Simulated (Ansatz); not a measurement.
```cif
data_structure
_symmetry_space_group_name_H-M 'P 1'
_symmetry_Int_Tables_number 1
_cell_length_a 3.5651
_cell_length_b 3.5651
_cell_length_c 2.6454
_cell_angle_alpha 90.000
_cell_angle_beta 90.000
_cell_angle_gamma 120.000
_cell_volume 29.12
loop_
_atom_site_label
_atom_site_type_symbol
_atom_site_fract_x
_atom_site_fract_y
_atom_site_fract_z
_atom_site_occupancy
Ni1 Ni 0.00000 0.00000 0.50000 1
Ge1 Ge 0.66667 0.33333 0.00000 1
```

Space group P-6m2; a structure from a database of computed crystals, not necessarily the ambient phase; a generated structure, not necessarily the stable one; computed without spin polarisation.

Computed with DFT PBE, scalar-relativistic, plane waves, PAW in Ansatz.

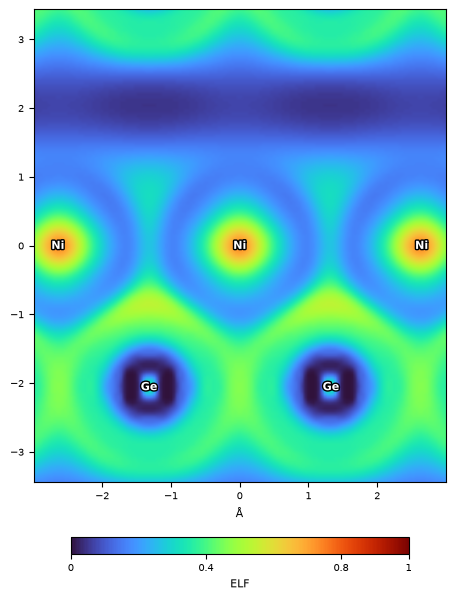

NiGe. ELF on the (110) plane of the conventional cell.

In a PAW calculation such maps are meaningful between the atoms, not at the nuclei.

Describe what can be read from this map.

The section cuts through Ni and Ge sites. Ni–Ge (2.45 Å): the ELF is about 0.40 at the midpoint. Ge–Ge (2.65 Å): the ELF is about 0.45 at the midpoint. The features right at Ni lie inside the PAW spheres, where the map follows smoothed inner orbitals and isn't to be read closely.

Metal or insulator at this level of theory?

It is metallic or semimetallic at this level of theory: no gap opens.
